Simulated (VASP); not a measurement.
## What a change does: band-structure calculation on Cu2O

System: Cu2O (6 atoms in the cell).
Method of the first run: DFT, PBE, plane waves, PAW (VASP 6.6.1).

The structure derives from a Materials Project entry. The geometry comes from this level: r2SCAN (a point of a series of strains). 

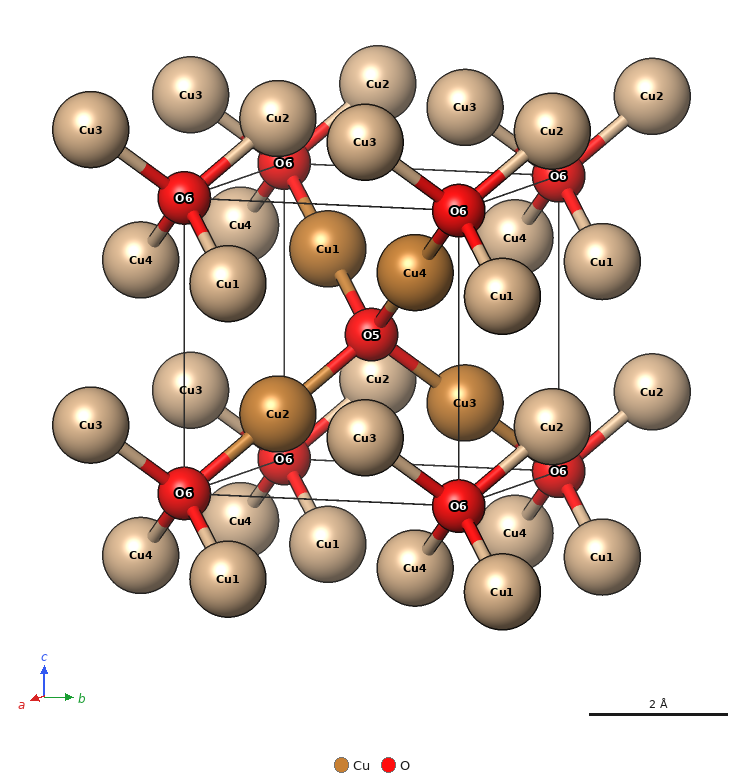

The input geometry (ball-and-stick view of the cell of the calculation, seen slightly off an axis; neighbours outside the cell are drawn fainter; atoms are numbered from 1 in the order of the input). An atom can appear more than once, as a periodic image. Near neighbours in the periodic cell (some may lie outside the picture): Cu has 2 O at 1.85 Å; O has 4 Cu at 1.85 Å.

**INCAR, the first run**
```
ENCUT = 520.000000
SIGMA = 0.020000
EDIFF = 1.00e-07
GGA = PE
PREC = Accurate
IBRION = -1
ISIF = 2
ISMEAR = -1
NBANDS = 37
NELM = 120
NSW = 0
LASPH = .TRUE.
LCHARG = .TRUE.
LELF = .TRUE.
LWAVE = .FALSE.
LREAL = .FALSE.
```

**KPOINTS, the first run**
```
KPOINTS created by Atomic Simulation Environment
0
Gamma
6 6 6
0 0 0
```

**KPOINTS_OPT, the first run**
```
special points
4
Reciprocal
0.0000000000 0.0000000000 0.0000000000 1
0.0000000000 0.5000000000 0.0000000000 1
0.5000000000 0.5000000000 0.0000000000 1
0.5000000000 0.5000000000 0.5000000000 1
```

**POSCAR, the first run**
```
Cu O
 1.0000000000000000
     4.2460802981999999    0.0000000000000000    0.0000000000000000
     0.0000000000000000    4.2460802981999999    0.0000000000000000
     0.0000000000000000    0.0000000000000000    4.3310019040999999
 Cu  O
   4   2
Cartesian
  1.0615200745500000  1.0615200745500000  3.2482514280749992
  3.1845602236500001  1.0615200745500000  1.0827504760249997
  1.0615200745500000  3.1845602236500001  1.0827504760249997
  3.1845602236500001  3.1845602236500001  3.2482514280749992
  2.1230401490999999  2.1230401490999999  2.1655009520499995
  0.0000000000000000  0.0000000000000000  0.0000000000000000
```

Launched with:
```bash
mpirun -np 1 vasp_std
```

Hardware: 1 CPU thread, shared host.

**OSZICAR and lines of OUTCAR (the first run)**
```
N       E                     dE             d eps       ncg     rms          rms(c)
DAV:   1     0.542295768320E+03    0.54230E+03   -0.25142E+04  2960   0.239E+03
DAV:   2     0.611257034472E+02   -0.48117E+03   -0.45853E+03  2965   0.451E+02
DAV:   3    -0.277741119355E+02   -0.88900E+02   -0.84507E+02  3768   0.213E+02
DAV:   4    -0.333146007882E+02   -0.55405E+01   -0.54562E+01  4286   0.606E+01
DAV:   5    -0.333718373245E+02   -0.57237E-01   -0.57210E-01  3920   0.739E+00    0.185E+01
DAV:   6    -0.304779755623E+02    0.28939E+01   -0.52492E+01  3925   0.133E+02    0.124E+01
DAV:   7    -0.272122791316E+02    0.32657E+01   -0.13600E+01  3878   0.868E+01    0.314E+00
[...]
DAV:   2     0.523453397669E+04   -0.18119E+04      296
DAV:   3     0.491870680506E+04   -0.31583E+03      395
DAV:   4     0.489719780051E+04   -0.21509E+02      387
DAV:   5     0.489684501150E+04   -0.35279E+00      390
DAV:   6     0.489683579086E+04   -0.92206E-02      403
DAV:   7     0.489683536494E+04   -0.42592E-03      387
DAV:   8     0.489683534001E+04   -0.24934E-04      347
DAV:   9     0.489683533841E+04   -0.16017E-05      291
DAV:  10     0.489683533830E+04   -0.10564E-06      225
DAV:  11     0.489683533829E+04   -0.83910E-08      225
[... from OUTCAR:]
   NELECT =      56.0000    total number of electrons
 E-fermi :   4.9370
  free  energy   TOTEN  =       -27.2699032778 eV
  energy  without entropy=      -27.2699032481  energy(sigma->0) =      -27.26990326
```

The input of the second run differs as follows (lines with − go, lines with + come):
```diff
-     0.0000000000000000    0.0000000000000000    4.3310019040999999
+     0.0000000000000000    0.0000000000000000    4.2036194951999999
-  1.0615200745500000  1.0615200745500000  3.2482514280749992
-  3.1845602236500001  1.0615200745500000  1.0827504760249997
-  1.0615200745500000  3.1845602236500001  1.0827504760249997
-  3.1845602236500001  3.1845602236500001  3.2482514280749992
-  2.1230401490999999  2.1230401490999999  2.1655009520499995
+  1.0615200745500000  1.0615200745500000  3.1527146213999999
+  3.1845602236500006  1.0615200745500000  1.0509048738000000
+  1.0615200745500000  3.1845602236500006  1.0509048738000000
+  3.1845602236500006  3.1845602236500006  3.1527146213999999
+  2.1230401490999999  2.1230401490999999  2.1018097475999999
```

Predict how the results change.

With the same functional and potentials, the second run lies 11.5 meV per atom higher. The gap on the mesh goes from 0.50 to 0.57 eV. The pressure goes from 2.75 to 6.73 GPa. The volume per atom goes from 13.01 to 12.63 Å³. The number of SCF iterations is the same.

**OSZICAR and lines of OUTCAR (the second run)**
```
N       E                     dE             d eps       ncg     rms          rms(c)
DAV:   1     0.543213532213E+03    0.54321E+03   -0.24904E+04  2976   0.240E+03
DAV:   2     0.608047320987E+02   -0.48241E+03   -0.45786E+03  2985   0.453E+02
DAV:   3    -0.279122213063E+02   -0.88717E+02   -0.84412E+02  3713   0.216E+02
DAV:   4    -0.333152647469E+02   -0.54030E+01   -0.53235E+01  4208   0.607E+01
DAV:   5    -0.333742640513E+02   -0.58999E-01   -0.58974E-01  3981   0.744E+00    0.186E+01
DAV:   6    -0.303141017397E+02    0.30602E+01   -0.51913E+01  3956   0.134E+02    0.122E+01
DAV:   7    -0.271518760857E+02    0.31622E+01   -0.13583E+01  3878   0.861E+01    0.312E+00
[...]
DAV:   1     0.677924386776E+04   -0.26787E+04      296
DAV:   2     0.490715727375E+04   -0.18721E+04      296
DAV:   3     0.457734720214E+04   -0.32981E+03      337
DAV:   4     0.455298330389E+04   -0.24364E+02      403
DAV:   5     0.455265486897E+04   -0.32843E+00      379
DAV:   6     0.455264861286E+04   -0.62561E-02      395
DAV:   7     0.455264845918E+04   -0.15368E-03      387
DAV:   8     0.455264845541E+04   -0.37701E-05      379
DAV:   9     0.455264845521E+04   -0.20410E-06      270
DAV:  10     0.455264845520E+04   -0.10096E-07      209
[... from OUTCAR:]
   NELECT =      56.0000    total number of electrons
 E-fermi :   5.3073
  free  energy   TOTEN  =       -27.2010281119 eV
  energy  without entropy=      -27.2010281066  energy(sigma->0) =      -27.20102811
```

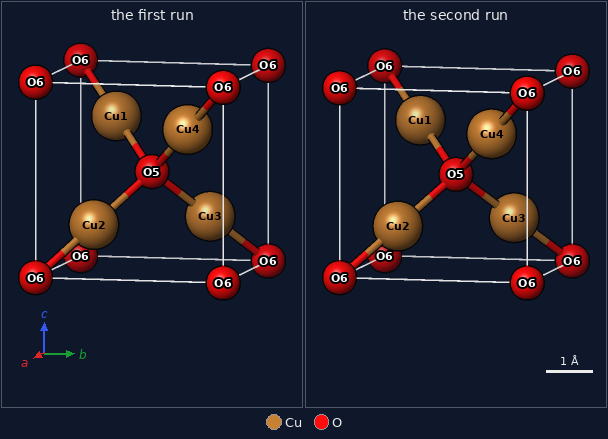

The two input geometries at one scale (ball-and-stick view of the cell of the calculation, seen slightly off an axis). The atoms keep their places relative to the cell (all moves are under 0.005 Å). Cell: a = b stay at 4.246 Å, c 4.331 → 4.204 Å (−2.9 %). Volume −2.9 %. Among the contacts that change: Cu1–O5 1.851 → 1.832 Å.

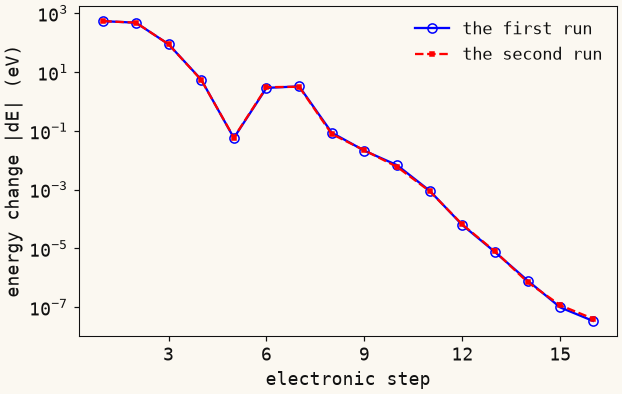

Convergence of the two runs: energy change |dE| against the electronic step. The first run takes 16 steps in all, and the second run takes 16.

**The two runs side by side**

```tsv
quantity	the first run	the second run
outcome	converged	converged
free energy per atom (eV)	−4.5450	−4.5335
gap on the mesh (eV)	0.50	0.57
pressure (GPa)	2.75	6.73
volume per atom (Å³)	13.01	12.63
largest force (eV/Å)	0.000	0.000
SCF iterations	16	16
irreducible k-points	40	40
```

For the second run: The cell is under a pressure of 6.7 GPa at this level, so it is not at its equilibrium volume.
